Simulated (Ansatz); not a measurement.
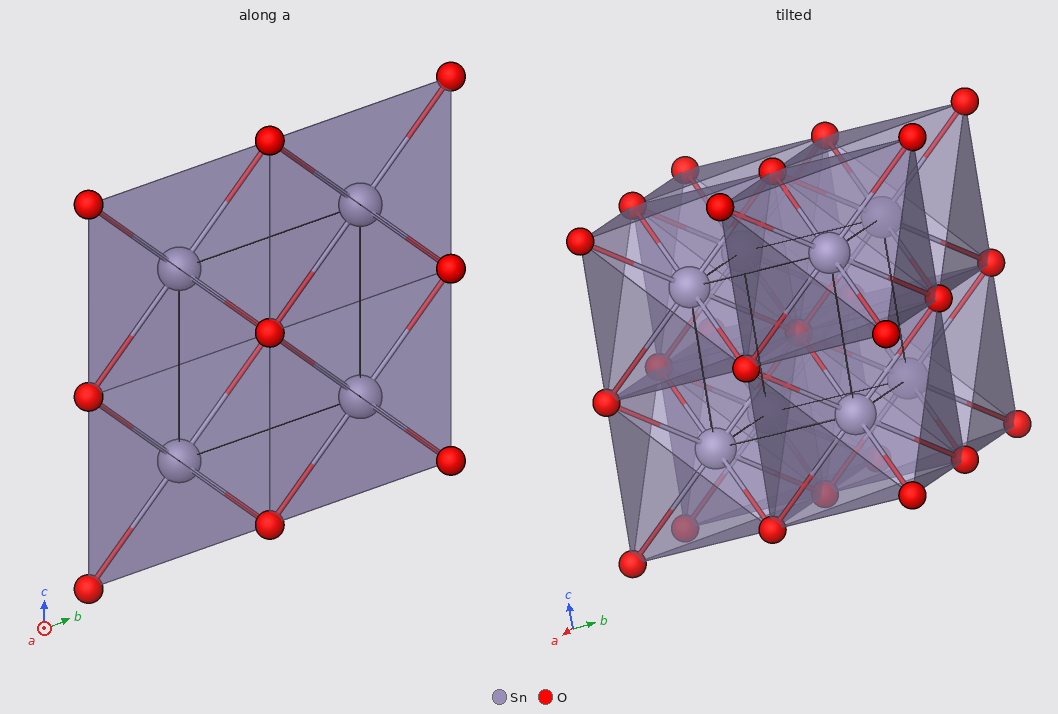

The structure above is drawn in polyhedral style and viewed along the a axis and slightly off an axis. The simulation cell is outlined; an atom on or near a face, edge or corner is repeated at each equivalent position. A few atoms beyond the faces are included.

Input for the calculation:
```yaml
crystal:
  lattice:
    - [0.0, 2.6371837005, 2.6371837005]
    - [2.6371837005, 0.0, 2.6371837005]
    - [2.6371837005, 2.6371837005, 0.0]
  atoms:
    - { symbol: Sn, position: [0.0, 0.0, 0.0] }
    - { symbol: O, position: [0.5, 0.5, 0.5] }
kpoints:
  mp_grid: { grid: [8, 8, 8] }
  band_path:
    path:
      - [0.0, 0.0, 0.0]
      - [0.5, 0.0, 0.5]
      - [0.625, 0.25, 0.625]
      - [0.375, 0.375, 0.75]
      - [0.5, 0.5, 0.5]
      - [0.5, 0.25, 0.75]
      - [0.5, 0.425, 0.575]
    npoints: 1
hamiltonian:
  xc: r2scan
scf:
  occupations: { method: fixed }
  n_extra_bands: 4
output:
  forces: true
  stress: true
  eigenvalues: true
```

Theory: DFT, r2SCAN, plane waves, PAW in Ansatz. Numerical settings: a 500 eV plane-wave basis, the zone sampled with 8×8×8 points, no spin polarisation.

Metal or not?

Answer. A semiconductor at this level, with a gap of 0.40 eV, direct.

What is the pressure at this volume?

Answer. The computed pressure is -9.2 GPa (stretched: it would shrink).

The initial geometry was a structure type filled with these elements by a generator (whether the compound takes this form wasn't checked). The cell was then strained or its atoms displaced on purpose. It was the input of a calculation with Ansatz.

At this level of theory the cell isn't at rest (stretched, at -9 GPa), so its distances can differ from those at equilibrium, the more so the softer the solid.
